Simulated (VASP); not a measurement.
## Run report: WS₂, geometry relaxation (part 1 of 5)

The run: geometry relaxation of WS₂ (6 atoms in the cell). Method and program: Kohn-Sham DFT of a periodic cell, PBE, VASP PAW PBE potentials, recommended, no spin polarisation (VASP 6.6.1).

The structure derives from an entry of the Crystallography Open Database.

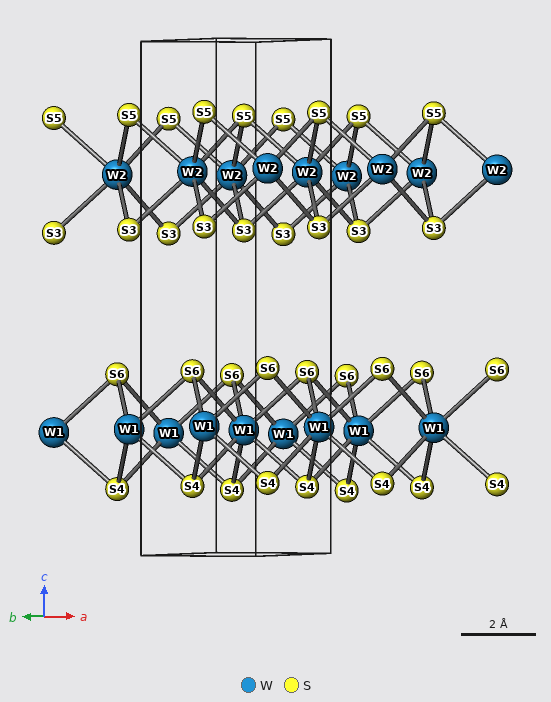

**Figure 1.** The starting structure (ball-and-stick view of the cell of the calculation, repeated 3 × 3 × 1, seen at an oblique angle; atoms are numbered from 1 in the order of the input). Near neighbours in the crystal (not all of them lie inside the picture): W has 6 S at 2.42 Å; S has 3 W at 2.42 Å.

**INCAR**
```
PREC     = Accurate       # precision mode
ENCUT    = 600            # plane-wave cutoff, eV
EDIFF    = 1E-7           # SCF threshold, eV
ISMEAR   = 0              # smearing method
SIGMA    = 0.03           # smearing width, eV
LREAL    = False          # projectors in reciprocal space
LASPH    = True           # aspherical terms in the spheres
NELM     = 80             # most SCF steps
ALGO     = Normal         # electronic algorithm
ISIF     = 3              # what is computed and relaxed
LWAVE    = False          # write WAVECAR
LCHARG   = False          # write CHGCAR
GGA      = PE             # functional
IBRION   = 2              # ionic algorithm
NSW      = 90             # ionic steps
EDIFFG   = -0.005         # ionic threshold
KPAR     = 2
```

**KPOINTS**
```
Automatic mesh
0
Gamma
  12 12 3
```

**POSCAR**
```
WS2                                     
1.0
    3.1885959273      0.0000000000      0.0000000000
   -1.5942979636      2.7614050714      0.0000000000
   -0.0000000000      0.0000000000     14.0731052365
  W               S             
     2     4
Direct
     0.3333333300000021    0.6666666699999979    0.2500000000000000
     0.6666666699999979    0.3333333300000021    0.7500000000000000
     0.3333333300000021    0.6666666699999979    0.6383814384044788
     0.6666666699999979    0.3333333300000021    0.1383814384044789
     0.3333333300000021    0.6666666699999979    0.8616185615955212
     0.6666666699999979    0.3333333300000021    0.3616185615955211
```

Machine: 2 threads of Intel Xeon (Granite Rapids), 64 GiB of memory available, shared host.

Launch command:
```bash
cat potpaw_PBE.64/W_sv/POTCAR potpaw_PBE.64/S/POTCAR > POTCAR
mpirun -np 2 vasp_std > vasp.out
```

**OSZICAR**
```
N       E                     dE             d eps       ncg     rms          rms(c)
DAV:   1     0.555865138716E+03    0.55587E+03   -0.30940E+04  2636   0.182E+03
DAV:   2    -0.136011039274E+02   -0.56947E+03   -0.55712E+03  2865   0.460E+02
DAV:   3    -0.491623427079E+02   -0.35561E+02   -0.35239E+02  2985   0.104E+02
DAV:   4    -0.501511168566E+02   -0.98877E+00   -0.98598E+00  2879   0.182E+01
DAV:   5    -0.501847368304E+02   -0.33620E-01   -0.33606E-01  3039   0.327E+00    0.366E+01
DAV:   6    -0.477202886665E+02    0.24644E+01   -0.15252E+01  2764   0.223E+01    0.163E+01
DAV:   7    -0.474692141855E+02    0.25107E+00   -0.36754E+00  2791   0.901E+00    0.626E+00
DAV:   8    -0.473625083909E+02    0.10671E+00   -0.52895E-01  3127   0.436E+00    0.176E+00
DAV:   9    -0.473644938828E+02   -0.19855E-02   -0.64096E-02  3281   0.123E+00    0.915E-01
DAV:  10    -0.473631898926E+02    0.13040E-02   -0.30280E-02  2994   0.106E+00    0.299E-01
DAV:  11    -0.473627982957E+02    0.39160E-03   -0.57847E-03  2945   0.461E-01    0.152E-01
DAV:  12    -0.473627655928E+02    0.32703E-04   -0.28448E-04  2957   0.105E-01    0.674E-02
DAV:  13    -0.473627990241E+02   -0.33431E-04   -0.15225E-04  3216   0.657E-02    0.229E-02
DAV:  14    -0.473628027646E+02   -0.37405E-05   -0.77220E-06  2900   0.175E-02    0.762E-03
DAV:  15    -0.473628036714E+02   -0.90688E-06   -0.13587E-06  2549   0.580E-03    0.539E-03
DAV:  16    -0.473628038129E+02   -0.14147E-06   -0.11048E-06  2823   0.614E-03    0.153E-03
DAV:  17    -0.473628038988E+02   -0.85864E-07   -0.56760E-08  1955   0.150E-03
   1 F= -.47362804E+02 E0= -.47362804E+02  d E =-.473628E+02
       N       E                     dE             d eps       ncg     rms          rms(c)
DAV:   1    -0.473630996298E+02   -0.29582E-03   -0.85102E-03  2715   0.632E-01    0.101E-01
DAV:   2    -0.473629017590E+02    0.19787E-03   -0.11020E-03  3067   0.203E-01    0.637E-02
DAV:   3    -0.473628715925E+02    0.30167E-04   -0.63918E-05  3076   0.460E-02    0.259E-02
DAV:   4    -0.473628527975E+02    0.18795E-04   -0.66883E-05  3002   0.369E-02    0.126E-02
DAV:   5    -0.473628519933E+02    0.80420E-06   -0.30431E-06  3046   0.104E-02    0.743E-03
DAV:   6    -0.473628513649E+02    0.62843E-06   -0.21149E-06  2818   0.719E-03    0.301E-03
DAV:   7    -0.473628511975E+02    0.16737E-06   -0.36378E-07  2542   0.315E-03    0.212E-03
DAV:   8    -0.473628511750E+02    0.22514E-07   -0.50125E-08  1899   0.138E-03
   2 F= -.47362851E+02 E0= -.47362851E+02  d E =-.472762E-04
       N       E                     dE             d eps       ncg     rms          rms(c)
DAV:   1    -0.473629784002E+02   -0.12720E-03   -0.41018E-03  2583   0.439E-01    0.701E-02
DAV:   2    -0.473628831793E+02    0.95221E-04   -0.53416E-04  3046   0.141E-01    0.444E-02
DAV:   3    -0.473628686395E+02    0.14540E-04   -0.30913E-05  3035   0.320E-02    0.181E-02
DAV:   4    -0.473628595631E+02    0.90764E-05   -0.32470E-05  2959   0.257E-02    0.878E-03
DAV:   5    -0.473628591241E+02    0.43903E-06   -0.14761E-06  2997   0.725E-03    0.520E-03
DAV:   6    -0.473628586846E+02    0.43941E-06   -0.10515E-06  2818   0.507E-03    0.214E-03
DAV:   7    -0.473628585785E+02    0.10613E-06   -0.16240E-07  1864   0.222E-03    0.137E-03
DAV:   8    -0.473628585755E+02    0.30477E-08   -0.66402E-08  1731   0.128E-03
   3 F= -.47362859E+02 E0= -.47362859E+02  d E =-.546767E-04
       N       E                     dE             d eps       ncg     rms          rms(c)
DAV:   1    -0.473629105037E+02   -0.51925E-04   -0.21742E-03  2496   0.268E-01    0.483E-02
DAV:   2    -0.473628909022E+02    0.19601E-04   -0.17894E-04  2700   0.800E-02    0.235E-02
DAV:   3    -0.473628879250E+02    0.29772E-05   -0.80940E-06  2819   0.177E-02    0.128E-02
DAV:   4    -0.473628862740E+02    0.16510E-05   -0.11628E-05  2864   0.160E-02    0.577E-03
DAV:   5    -0.473628859640E+02    0.31001E-06   -0.99107E-07  2830   0.603E-03    0.251E-03
DAV:   6    -0.473628858410E+02    0.12302E-06   -0.17897E-07  1879   0.223E-03    0.104E-03
DAV:   7    -0.473628857826E+02    0.58429E-07   -0.48834E-08  1654   0.119E-03
   4 F= -.47362886E+02 E0= -.47362886E+02  d E =-.272071E-04
       N       E                     dE             d eps       ncg     rms          rms(c)
DAV:   1    -0.473631586591E+02   -0.27282E-03   -0.19547E-02  2363   0.805E-01    0.146E-01
DAV:   2    -0.473629810223E+02    0.17764E-03   -0.15984E-03  2546   0.240E-01    0.701E-02
DAV:   3    -0.473629537895E+02    0.27233E-04   -0.74905E-05  2771   0.533E-02    0.387E-02
DAV:   4    -0.473629366601E+02    0.17129E-04   -0.10633E-04  2766   0.486E-02    0.176E-02
DAV:   5    -0.473629343033E+02    0.23568E-05   -0.95127E-06  2945   0.186E-02    0.770E-03
DAV:   6    -0.473629338668E+02    0.43651E-06   -0.19263E-06  2820   0.686E-03    0.311E-03
DAV:   7    -0.473629337665E+02    0.10028E-06   -0.28170E-07  2430   0.295E-03    0.152E-03
DAV:   8    -0.473629337299E+02    0.36671E-07   -0.29652E-08  1605   0.114E-03
   5 F= -.47362934E+02 E0= -.47362934E+02  d E =-.751544E-04
       N       E                     dE             d eps       ncg     rms          rms(c)
DAV:   1    -0.473630054395E+02   -0.71673E-04   -0.17175E-03  2608   0.289E-01    0.553E-02
DAV:   2    -0.473629721861E+02    0.33253E-04   -0.24005E-04  2850   0.102E-01    0.292E-02
DAV:   3    -0.473629672930E+02    0.48932E-05   -0.13158E-05  2760   0.194E-02    0.125E-02
DAV:   4    -0.473629651202E+02    0.21727E-05   -0.55479E-06  2762   0.112E-02    0.756E-03
DAV:   5    -0.473629644364E+02    0.68376E-06   -0.56824E-07  2309   0.516E-03    0.524E-03
DAV:   6    -0.473629638370E+02    0.59942E-06   -0.39476E-07  2236   0.368E-03    0.844E-04
DAV:   7    -0.473629637668E+02    0.70178E-07   -0.35066E-08  1577   0.129E-03
   6 F= -.47362964E+02 E0= -.47362964E+02  d E =-.300370E-04
       N       E                     dE             d eps       ncg     rms          rms(c)
DAV:   1    -0.473634213241E+02   -0.45749E-03   -0.15468E-02  2573   0.865E-01    0.166E-01
DAV:   2    -0.473631191803E+02    0.30214E-03   -0.21633E-03  2816   0.307E-01    0.869E-02
DAV:   3    -0.473630738206E+02    0.45360E-04   -0.11991E-04  2705   0.582E-02    0.369E-02
DAV:   4    -0.473630547350E+02    0.19086E-04   -0.49286E-05  2677   0.337E-02    0.229E-02
DAV:   5    -0.473630514011E+02    0.33339E-05   -0.53077E-06  2816   0.154E-02    0.152E-02
DAV:   6    -0.473630493334E+02    0.20677E-05   -0.28451E-06  2985   0.889E-03    0.212E-03
DAV:   7    -0.473630490240E+02    0.30943E-06   -0.52597E-07  2416   0.398E-03    0.883E-04
DAV:   8    -0.473630490438E+02   -0.19774E-07   -0.25680E-08  1528   0.132E-03
   7 F= -.47363049E+02 E0= -.47363049E+02  d E =-.115314E-03
       N       E                     dE             d eps       ncg     rms          rms(c)
DAV:   1    -0.473646824345E+02   -0.16334E-02   -0.61834E-02  2566   0.173E+00    0.333E-01
DAV:   2    -0.473634728474E+02    0.12096E-02   -0.86431E-03  2796   0.614E-01    0.174E-01
DAV:   3    -0.473632898278E+02    0.18302E-03   -0.48200E-04  2664   0.116E-01    0.738E-02
DAV:   4    -0.473632137800E+02    0.76048E-04   -0.19707E-04  2684   0.674E-02    0.462E-02
DAV:   5    -0.473632032249E+02    0.10555E-04   -0.21447E-05  2816   0.308E-02    0.303E-02
DAV:   6    -0.473631980235E+02    0.52014E-05   -0.11300E-05  3283   0.177E-02    0.432E-03
DAV:   7    -0.473631973139E+02    0.70967E-06   -0.21414E-06  2685   0.791E-03    0.187E-03
DAV:   8    -0.473631973683E+02   -0.54414E-07   -0.85615E-08  1775   0.207E-03
   8 F= -.47363197E+02 E0= -.47363197E+02  d E =-.263638E-03
       N       E                     dE             d eps       ncg     rms          rms(c)
DAV:   1    -0.473693265771E+02   -0.61293E-02   -0.24690E-01  2566   0.346E+00    0.668E-01
DAV:   2    -0.473645038566E+02    0.48227E-02   -0.34619E-02  2798   0.123E+00    0.348E-01
DAV:   3    -0.473637630866E+02    0.74077E-03   -0.19694E-03  2673   0.233E-01    0.148E-01
DAV:   4    -0.473634588773E+02    0.30421E-03   -0.77718E-04  2663   0.135E-01    0.939E-02
DAV:   5    -0.473634222290E+02    0.36648E-04   -0.84357E-05  2800   0.605E-02    0.596E-02
DAV:   6    -0.473634078724E+02    0.14357E-04   -0.42728E-05  3285   0.343E-02    0.843E-03
DAV:   7    -0.473634060708E+02    0.18016E-05   -0.89459E-06  2699   0.161E-02    0.367E-03
DAV:   8    -0.473634062569E+02   -0.18608E-06   -0.40090E-07  2523   0.418E-03    0.277E-03
DAV:   9    -0.473634062811E+02   -0.24222E-07   -0.99923E-08  1727   0.189E-03
   9 F= -.47363406E+02 E0= -.47363406E+02  d E =-.472551E-03
       N       E                     dE             d eps       ncg     rms          rms(c)
DAV:   1    -0.473870062125E+02   -0.23600E-01   -0.98392E-01  2559   0.691E+00    0.134E+00
DAV:   2    -0.473678769071E+02    0.19129E-01   -0.13845E-01  2807   0.246E+00    0.699E-01
DAV:   3    -0.473648931621E+02    0.29837E-02   -0.80342E-03  2661   0.468E-01    0.298E-01
DAV:   4    -0.473636697872E+02    0.12234E-02   -0.30977E-03  2669   0.271E-01    0.191E-01
DAV:   5    -0.473635312159E+02    0.13857E-03   -0.34198E-04  2749   0.121E-01    0.119E-01
DAV:   6    -0.473634862605E+02    0.44955E-04   -0.16780E-04  3300   0.678E-02    0.171E-02
DAV:   7    -0.473634810986E+02    0.51619E-05   -0.36495E-05  2622   0.327E-02    0.747E-03
DAV:   8    -0.473634818130E+02   -0.71439E-06   -0.15799E-06  2870   0.832E-03    0.555E-03
DAV:   9    -0.473634819636E+02   -0.15061E-06   -0.48475E-07  2331   0.356E-03    0.806E-04
DAV:  10    -0.473634819465E+02    0.17088E-07   -0.30182E-08  1787   0.122E-03
  10 F= -.47363482E+02 E0= -.47363482E+02  d E =-.548217E-03
       N       E                     dE             d eps       ncg     rms          rms(c)
DAV:   1    -0.473663678807E+02   -0.28859E-02   -0.11977E-01  2566   0.240E+00    0.458E-01
DAV:   2    -0.473640135124E+02    0.23544E-02   -0.16483E-02  2774   0.848E-01    0.238E-01
DAV:   3    -0.473636620580E+02    0.35145E-03   -0.90021E-04  2642   0.160E-01    0.101E-01
DAV:   4    -0.473635182260E+02    0.14383E-03   -0.37444E-04  2642   0.928E-02    0.632E-02
DAV:   5    -0.473635074124E+02    0.10814E-04   -0.41412E-05  2808   0.429E-02    0.418E-02
DAV:   6    -0.473635071886E+02    0.22377E-06   -0.22007E-05  3246   0.247E-02    0.571E-03
DAV:   7    -0.473635076146E+02   -0.42600E-06   -0.39979E-06  2678   0.108E-02    0.246E-03
DAV:   8    -0.473635076612E+02   -0.46550E-07   -0.19584E-07  2039   0.295E-03
  11 F= -.47363508E+02 E0= -.47363508E+02  d E =-.573931E-03
       N       E                     dE             d eps       ncg     rms          rms(c)
DAV:   1    -0.473635898242E+02   -0.82210E-04   -0.31550E-03  2503   0.353E-01    0.628E-02
DAV:   2    -0.473635449980E+02    0.44826E-04   -0.37634E-04  2787   0.126E-01    0.354E-02
DAV:   3    -0.473635388209E+02    0.61771E-05   -0.17877E-05  2734   0.234E-02    0.172E-02
DAV:   4    -0.473635354725E+02    0.33484E-05   -0.81986E-06  2665   0.127E-02    0.953E-03
DAV:   5    -0.473635345820E+02    0.89052E-06   -0.11642E-06  2762   0.668E-03    0.576E-03
DAV:   6    -0.473635340351E+02    0.54697E-06   -0.30235E-07  2103   0.325E-03    0.108E-03
DAV:   7    -0.473635339538E+02    0.81210E-07   -0.10933E-07  1346   0.185E-03
  12 F= -.47363534E+02 E0= -.47363534E+02  d E =-.262927E-04
       N       E                     dE             d eps       ncg     rms          rms(c)
DAV:   1    -0.473637618900E+02   -0.22785E-03   -0.10258E-02  2475   0.636E-01    0.114E-01
DAV:   2    -0.473636143198E+02    0.14757E-03   -0.12254E-03  2780   0.227E-01    0.634E-02
DAV:   3    -0.473635937814E+02    0.20538E-04   -0.58362E-05  2727   0.422E-02    0.307E-02
DAV:   4    -0.473635827908E+02    0.10991E-04   -0.26527E-05  2721   0.229E-02    0.171E-02
DAV:   5    -0.473635805634E+02    0.22274E-05   -0.38050E-06  2756   0.120E-02    0.103E-02
DAV:   6    -0.473635795178E+02    0.10456E-05   -0.10304E-06  2654   0.590E-03    0.183E-03
DAV:   7    -0.473635793587E+02    0.15913E-06   -0.35998E-07  2283   0.326E-03    0.527E-04
DAV:   8    -0.473635793696E+02   -0.10900E-07   -0.26650E-08  1346   0.134E-03
  13 F= -.47363579E+02 E0= -.47363579E+02  d E =-.717084E-04
       N       E                     dE             d eps       ncg     rms          rms(c)
DAV:   1    -0.473643907525E+02   -0.81139E-03   -0.41018E-02  2482   0.127E+00    0.227E-01
DAV:   2    -0.473637993613E+02    0.59139E-03   -0.48961E-03  2773   0.453E-01    0.127E-01
DAV:   3    -0.473637164837E+02    0.82878E-04   -0.23404E-04  2713   0.845E-02    0.619E-02
DAV:   4    -0.473636720973E+02    0.44386E-04   -0.10649E-04  2693   0.458E-02    0.344E-02
DAV:   5    -0.473636648825E+02    0.72148E-05   -0.15288E-05  2749   0.241E-02    0.207E-02
DAV:   6    -0.473636625576E+02    0.23249E-05   -0.41149E-06  2972   0.117E-02    0.374E-03
DAV:   7    -0.473636621522E+02    0.40543E-06   -0.13999E-06  2368   0.596E-03    0.106E-03
DAV:   8    -0.473636621850E+02   -0.32847E-07   -0.90460E-08  1634   0.224E-03
  14 F= -.47363662E+02 E0= -.47363662E+02  d E =-.154524E-03
       N       E                     dE             d eps       ncg     rms          rms(c)
DAV:   1    -0.473667004229E+02   -0.30383E-02   -0.16385E-01  2475   0.254E+00    0.457E-01
DAV:   2    -0.473643392943E+02    0.23611E-02   -0.19563E-02  2759   0.907E-01    0.255E-01
DAV:   3    -0.473640064496E+02    0.33284E-03   -0.93821E-04  2706   0.169E-01    0.124E-01
DAV:   4    -0.473638279659E+02    0.17848E-03   -0.42552E-04  2679   0.915E-02    0.693E-02
DAV:   5    -0.473638020733E+02    0.25893E-04   -0.62065E-05  2742   0.483E-02    0.415E-02
DAV:   6    -0.473637964649E+02    0.56085E-05   -0.16456E-05  3020   0.235E-02    0.756E-03
DAV:   7    -0.473637953453E+02    0.11196E-05   -0.56992E-06  2650   0.119E-02    0.218E-03
DAV:   8    -0.473637954715E+02   -0.12620E-06   -0.39182E-07  2544   0.376E-03    0.235E-03
DAV:   9    -0.473637955529E+02   -0.81421E-07   -0.62455E-08  1622   0.162E-03
  15 F= -.47363796E+02 E0= -.47363796E+02  d E =-.287892E-03
       N       E                     dE             d eps       ncg     rms          rms(c)
DAV:   1    -0.473754243576E+02   -0.11629E-01   -0.65390E-01  2475   0.508E+00    0.924E-01
DAV:   2    -0.473660577856E+02    0.93666E-02   -0.78115E-02  2759   0.181E+00    0.512E-01
DAV:   3    -0.473647251847E+02    0.13326E-02   -0.37702E-03  2713   0.339E-01    0.253E-01
DAV:   4    -0.473640052406E+02    0.71994E-03   -0.17011E-03  2679   0.182E-01    0.141E-01
DAV:   5    -0.473639049818E+02    0.10026E-03   -0.25546E-04  2749   0.972E-02    0.835E-02
DAV:   6    -0.473638901592E+02    0.14823E-04   -0.65135E-05  2968   0.469E-02    0.157E-02
DAV:   7    -0.473638865974E+02    0.35618E-05   -0.23793E-05  2657   0.244E-02    0.439E-03
DAV:   8    -0.473638870956E+02   -0.49811E-06   -0.16153E-06  3075   0.760E-03    0.488E-03
DAV:   9    -0.473638873498E+02   -0.25424E-06   -0.28471E-07  2085   0.305E-03    0.753E-04
DAV:  10    -0.473638873142E+02    0.35549E-07   -0.27645E-08  1591   0.104E-03
  16 F= -.47363887E+02 E0= -.47363887E+02  d E =-.379653E-03
       N       E                     dE             d eps       ncg     rms          rms(c)
DAV:   1    -0.473654345987E+02   -0.15472E-02   -0.65284E-02  2377   0.164E+00    0.291E-01
DAV:   2    -0.473643136951E+02    0.11209E-02   -0.82761E-03  2708   0.585E-01    0.167E-01
DAV:   3    -0.473641610431E+02    0.15265E-03   -0.39544E-04  2690   0.111E-01    0.790E-02
DAV:   4    -0.473640640621E+02    0.96981E-04   -0.26635E-04  2757   0.688E-02    0.335E-02
DAV:   5    -0.473640543094E+02    0.97527E-05   -0.26972E-05  2858   0.309E-02    0.216E-02
DAV:   6    -0.473640524444E+02    0.18650E-05   -0.48986E-06  2774   0.135E-02    0.558E-03
DAV:   7    -0.473640517142E+02    0.73025E-06   -0.22657E-06  2438   0.710E-03    0.200E-03
DAV:   8    -0.473640518223E+02   -0.10810E-06   -0.30760E-07  2198   0.328E-03    0.784E-04
DAV:   9    -0.473640519054E+02   -0.83141E-07   -0.75715E-08  1621   0.179E-03
  17 F= -.47364052E+02 E0= -.47364052E+02  d E =-.164591E-03
       N       E                     dE             d eps       ncg     rms          rms(c)
DAV:   1    -0.473767711904E+02   -0.12719E-01   -0.58552E-01  2377   0.490E+00    0.885E-01
DAV:   2    -0.473667515071E+02    0.10020E-01   -0.74665E-02  2708   0.176E+00    0.502E-01
DAV:   3    -0.473653667470E+02    0.13848E-02   -0.36118E-03  2669   0.336E-01    0.240E-01
DAV:   4    -0.473644831539E+02    0.88359E-03   -0.24370E-03  2750   0.207E-01    0.102E-01
DAV:   5    -0.473644050478E+02    0.78106E-04   -0.24659E-04  2843   0.929E-02    0.652E-02
DAV:   6    -0.473644031070E+02    0.19408E-05   -0.43709E-05  2760   0.403E-02    0.173E-02
DAV:   7    -0.473643986271E+02    0.44798E-05   -0.21229E-05  2685   0.217E-02    0.601E-03
DAV:   8    -0.473643991931E+02   -0.56601E-06   -0.27681E-06  3002   0.844E-03    0.258E-03
DAV:   9    -0.473643996328E+02   -0.43968E-06   -0.56777E-07  2304   0.420E-03    0.138E-03
DAV:  10    -0.473643996500E+02   -0.17190E-07   -0.37219E-08  1766   0.127E-03
  18 F= -.47364400E+02 E0= -.47364400E+02  d E =-.512336E-03
       N       E                     dE             d eps       ncg     rms          rms(c)
DAV:   1    -0.474132758090E+02   -0.48876E-01   -0.23225E+00  2370   0.977E+00    0.180E+00
DAV:   2    -0.473739340293E+02    0.39342E-01   -0.29860E-01  2715   0.353E+00    0.101E+00
```
